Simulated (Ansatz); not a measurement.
## Energy of ZnS along a shift of atoms along one path

System: ZnS (Cmm2, 8 atoms in the cell).
Method: DFT LDA, scalar-relativistic, plane waves, PAW, no spin polarisation (Ansatz 0.2.0).

The 5 runs differ only in the geometry, by a shift of atoms along one path in a fixed cell. The shift s is measured from run 3: S5 moves along the Cartesian direction (0.00, 1.00, 0.00). The structure derives from an entry of the Crystallography Open Database.

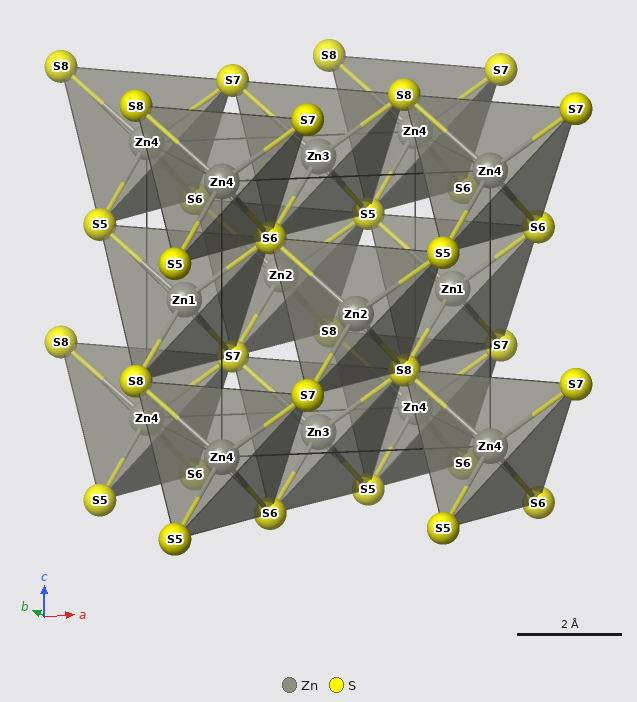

Figure 1. The structure of run 3 (polyhedral view of the cell of the calculation, seen slightly off an axis; polyhedra are completed across the faces of the cell; atoms are numbered from 1 in the order of the input).

## Input of run 3
```yaml
crystal:
  lattice:
    - [5.4093, 0.0, 0.0]
    - [0.0, -5.4093, 0.0]
    - [0.0, 0.0, -5.4093]
  atoms:
    - { symbol: Zn, position: [0.0, 0.5, 0.5] }
    - { symbol: Zn, position: [0.5, 0.0, 0.5] }
    - { symbol: Zn, position: [0.5, 0.5, 0.0] }
    - { symbol: Zn, position: [0.0, 0.0, 0.0] }
    - { symbol: S, position: [0.75, 0.7315133197, 0.75] }
    - { symbol: S, position: [0.25, 0.25, 0.75] }
    - { symbol: S, position: [0.25, 0.75, 0.25] }
    - { symbol: S, position: [0.75, 0.25, 0.25] }
basis:
  ecutwfc: 420
kpoints:
  mp_grid: { grid: [6, 6, 6] }
hamiltonian:
  xc: lda
scf:
  occupations: { method: gaussian, width: 0.05 }
output:
  forces: true
  stress: true
  eigenvalues: true
```

Command:
```bash
ansatz run input.yaml --threads 2 --pin off --max-ram 5120MiB --backend cpu --events-out ev --progress --plain --runs-dir out
```

Run 2 differs from it as follows:
```diff
-    - { symbol: S, position: [0.75, 0.7315133197, 0.75] }
+    - { symbol: S, position: [0.75, 0.7438439354, 0.75] }
```

## Results, with one run withheld

```csv
run,shift s of S5 (Å),"free energy per atom, from the lowest run given (meV)",pressure (GPa),gap on the mesh (eV),force along the path (eV/Å)
1,−0.3000,15.73,−4.36,1.79,1.670
2,−0.0667,?,?,?,?
3,0.0000,0.00,−4.65,1.82,−0.843
4,0.0333,4.09,−4.57,1.81,−1.121
5,0.0667,9.35,−4.47,1.80,−1.398
```

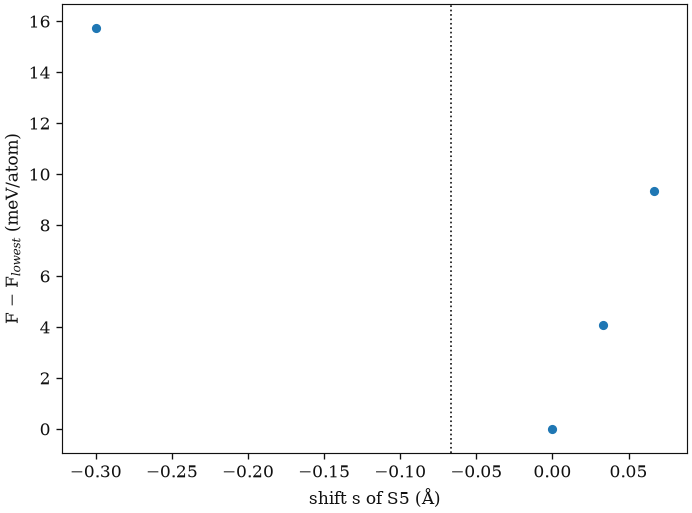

Figure 2. Free energy per atom of the runs given; the dotted line marks run 2.

Estimate the energy of run 2 from the others.

A quadratic polynomial in the coordinate, fitted to the 4 runs given, misses them by under 0.01 meV per atom. With x = s + 0.0500, it reads F = −3.9417 + 52.619 x + 525.22 x² (meV per atom). At run 2 it gives −4.67 meV per atom, and the run itself gives −4.69. The slope of the fit gives a force −dF/ds of −0.281 eV/Å along the path (summed over the atoms that move), and the printed forces give −0.281 eV/Å. The fit has its minimum at s = −0.1001 Å. The gap on the mesh lies between 1.79 eV (run 1) and 1.84 eV (run 2); run 2 has 1.84 eV. These are gaps of this functional on this mesh, which can miss the band edges; they aren't the measured gap.

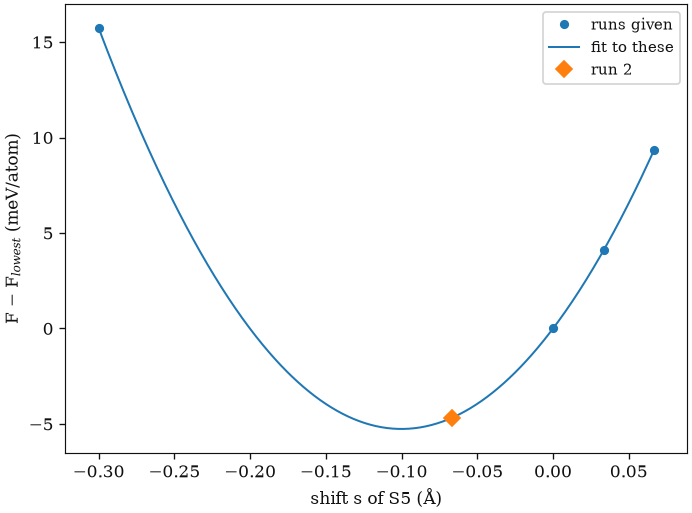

Figure 3. The fit and the withheld run.

## Output, shortened to warnings, some set-up lines, iterations and results (run 2)
```
Basis set: ecut = 420 eV, 3071 PW (Γ)
Symmetry: 4 space group operations
k-points: 52 of 216 (time reversal used)
Initial density: superposition of atomic densities (neutral atoms: chi_scale 0, normalization atom), corrected by the library's trained network
[...]
SCF iter   1: F=—  HF=-16469.627248 eV  |F-HF|=—  |Δ(HF+E_count)|=         —  Δρ=7.26e-3  dr2=8.21e-2  ethr=1.77e-3  ⟨swp⟩=9.0  Hψ=9995  notcnv=0
SCF iter   2: F=—  HF=-16469.607463 eV  |F-HF|=—  |Δ(HF+E_count)|=   1.98e-2  Δρ=3.31e-3  dr2=1.98e-2  ethr=1.14e-4  ⟨swp⟩=2.3  Hψ=4531  notcnv=0  defer=16
SCF iter   3: F=—  HF=-16469.603132 eV  |F-HF|=—  |Δ(HF+E_count)|=   4.33e-3  Δρ=2.07e-3  dr2=3.59e-3  ethr=2.75e-5  ⟨swp⟩=2.0  Hψ=4024  notcnv=0  defer=14
SCF iter   4: F=—  HF=-16469.601245 eV  |F-HF|=—  |Δ(HF+E_count)|=   1.89e-3  Δρ=4.82e-4  dr2=2.86e-4  ethr=4.99e-6  ⟨swp⟩=2.0  Hψ=3673  notcnv=0  defer=14
SCF iter   5: F=—  HF=-16469.601230 eV  |F-HF|=—  |Δ(HF+E_count)|=   1.50e-5  Δρ=8.95e-5  dr2=2.02e-5  ethr=3.98e-7  ⟨swp⟩=2.0  Hψ=4004  notcnv=0  defer=14
SCF iter   6: F=—  HF=-16469.601233 eV  |F-HF|=—  |Δ(HF+E_count)|=   3.77e-6  Δρ=3.77e-5  dr2=2.01e-6  ethr=2.80e-8  ⟨swp⟩=2.8  Hψ=4023  notcnv=0  defer=14
SCF iter   7: F=—  HF=-16469.601234 eV  |F-HF|=—  |Δ(HF+E_count)|=   9.05e-7  Δρ=2.81e-5  dr2=7.11e-7  ethr=2.79e-9  ⟨swp⟩=2.0  Hψ=3792  notcnv=0  defer=14
SCF iter   8: F=-16469.601234 eV  HF=-16469.601234 eV  |F-HF|=1.17e-8  |Δ(HF+E_count)|=   4.56e-7  Δρ=5.73e-6  dr2=2.92e-8  ethr=1.39e-10  ⟨swp⟩=7.2  Hψ=10725  notcnv=0
SCF 1 converged in 8 iterations: F = -16469.601234 eV  dr2 = 2.92e-8
SCF converged after 8 iterations
Free energy (F): -16469.601234 eV
Harris-Foulkes:  -16469.601234 eV  (|F-HF|=1.17e-8)
Internal energy: -16469.601234 eV  (E = F + TS)
E sigma→0 (E₀):  -16469.601234 eV
Fermi energy:    6.394554 eV
--- Per-component energies (eV) ---
  E_band       = -9.074225
  E_kinetic    = 953.996721
  E_local      = -8191.204053  (includes V_loc(G=0)·N_el)
  E_nonlocal   = 2585.579023
  E_hartree    = 3411.437460
  E_xc         = -926.195007
  E_vxc        = -563.978507  (∫ρ·V_xc dr)
  E_paw        = -9301.533985  (= ΣΔE_a)
  E_vpaw       = -1616.342546  (= ΣTr[D̂ρ^β])
  E_aug_tail   = -0.001428  (compensation charges beyond the density's cutoff)
  E_ewald      = -5008.521319
  E_core_change = 6.841355  (= ΣΔE_core)
  E_smearing   = -0.000000  (= −TS)
  E_closure    = 0.000000  (closes the sum)
  Σ components = -16469.601234   (vs F -16469.601234, Δ=0.00e0)
--- Forces (eV/Å), atoms counted from 1 ---
  atom   1  Zn     0.03893778     0.04624425     0.03893778
  atom   2  Zn     0.03430963     0.04281867    -0.03430963
  atom   3  Zn    -0.03893778     0.04624425    -0.03893778
  atom   4  Zn    -0.03430963     0.04281867     0.03430963
  atom   5  S     -0.00000000    -0.28149316     0.00000000
  atom   6  S      0.00000000     0.04816206     0.00000000
  atom   7  S     -0.00000000     0.00705102     0.00000000
  atom   8  S     -0.00000000     0.04816206     0.00000000
  max |Σ_I F_I| component: 7.82e-6 eV/Å
--- Stress (GPa, compression-positive) ---
       -4.729384       0.000000       0.147225
        0.000000      -4.740843      -0.000000
        0.147225      -0.000000      -4.729384
  P = ⅓ Tr σ = -4.7332 GPa (-47.332 kbar)
```
